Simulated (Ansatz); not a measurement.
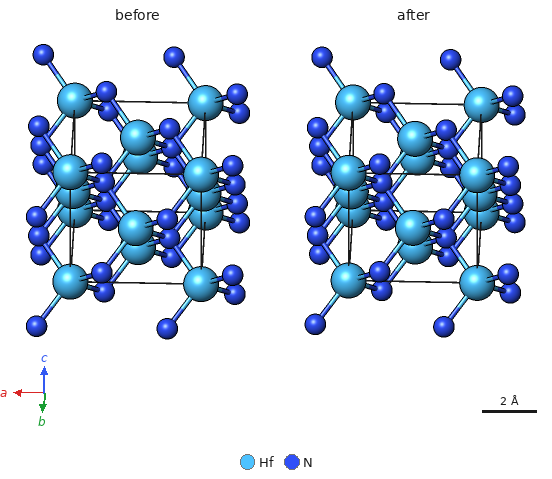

The structure of crystalline HfN (set up in F-43m) before (left) and after (right) a relaxation, at one scale.

The picture is a ball-and-stick view of the conventional cell (4 times the calculation's cell), seen from a free direction. Lengths and directions refer to the drawn axes.

The run lets cell and atoms move.

All numbers below come from Ansatz 0.2.0, Kohn-Sham DFT of a periodic cell, LDA, Ansatz PAW.

Input file:
```yaml
crystal:
  lattice:
    - [0.0, 2.454822, 2.454822]
    - [2.454822, 0.0, 2.454822]
    - [2.454822, 2.454822, 0.0]
  atoms:
    - { symbol: Hf, position: [0.0, 0.0, 0.0] }
    - { symbol: "N", position: [0.25, 0.25, 0.25] }
hamiltonian:
  xc: lda
  pseudopotentials: { kind: paw }
kpoints:
  mp_grid: { grid: [9, 9, 9] }
scf:
  occupations: { method: fermi_dirac, width: 0.05 }
output:
  forces: true
  stress: true
  eigenvalues: true
relax:
  f_tol: 0.01
  max_steps: 40
  cell: { stress_tol: 0.05 }
```

Launched with:
```bash
ansatz run input.yaml --threads 2 --pin off --max-ram 5632MiB --backend cpu --events-out ev --progress --plain --runs-dir out
```

Describe what moved and what it gained.

The energy falls by 22.8 meV per atom in 4 accepted moves (6 points after the start). All forces vanish by symmetry, so only the cell relaxes. Pressure: −9.68 GPa at the start and 0.00 GPa at the end. At 2 points the geometry stayed and the basis and grid were re-selected for the new cell (energy shift of 1.8 meV per atom at most each time). The atoms keep their places relative to the cell (all moves are under 0.005 Å). The volume changes by −4.9 %, with a = b = c 4.910 → 4.828 Å (−1.7 %). Near-neighbour distances that change, for instance: Hf–Hf 3.472 → 3.414 Å, Hf–N 2.126 → 2.091 Å. The space group stays F-43m (No. 216).
